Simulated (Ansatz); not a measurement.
The calculation's input:

```
crystal:
  lattice:
    - [-1.8646437122, 1.8646437122, 1.8646437122]
    - [1.8646437122, -1.8646437122, 1.8646437122]
    - [1.8646437122, 1.8646437122, -1.8646437122]
  atoms:
    - { symbol: Sc, position: [0.0, 0.0, 0.0] }
hamiltonian:
  xc: rpbe
  pseudopotentials:
    kind: paw
    azcp:
      Sc: "pseudopotentials/Sc.paw.azcp"
basis:
  ecutwfc: 420
  fft_grid_basis: typed
kpoints:
  mp_grid: { grid: [19, 19, 19], shift: [0, 0, 0] }
magnetization:
  spin_polarized: false
scf:
  occupations: { method: fermi_dirac, width: 0.1 }
output:
  write_density: true
  write_potential: true
  elf: true
  volumetric_format: npy
```

Below, planes, directions and counts refer to the conventional cell (a = 3.73 Å, b = 3.73 Å, c = 3.73 Å, α = 90.00°, β = 90.00°, γ = 90.00°).

Space group Im-3m; set up as Sc, bcc; a generated structure, not necessarily the stable one; computed without spin polarisation.

Theory: Ansatz, DFT, RPBE, plane waves (420 eV) with PAW, scalar-relativistic.

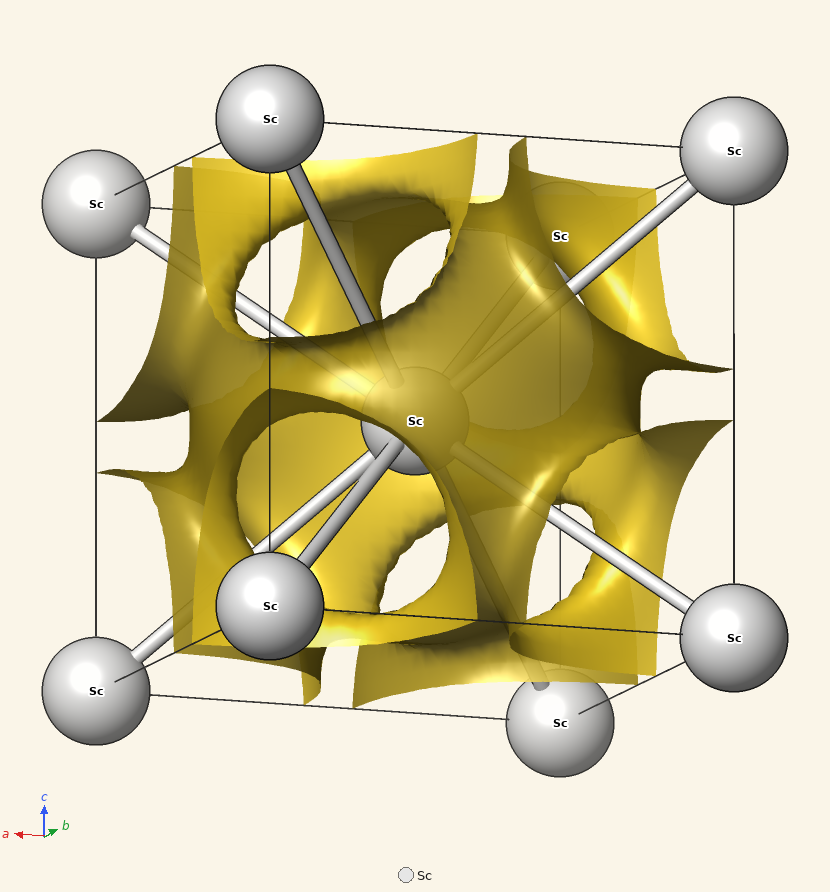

Sc. Isosurface of the electron localisation function at 0.55 (yellow), seen at an oblique angle. Only the valence region is drawn (cores and ρ < 0.01 e/Å³ removed). Sticks mark near contacts.

In a PAW calculation such maps are meaningful between the atoms, not at the nuclei.

What do the ELF domains correspond to?

The ELF exceeds this value in one network that runs through the whole crystal, counted in one cell of 2 atoms. Any copies at cell faces, edges or corners count once. There are no localised bonds or lone pairs at this value. Profiles from the grid: Sc–Sc (3.23 Å): the ELF is about 0.15 at the midpoint: no localised pair shows between them.

Metal or insulator at this level of theory?

It is gapless in this calculation (a metal or semimetal).
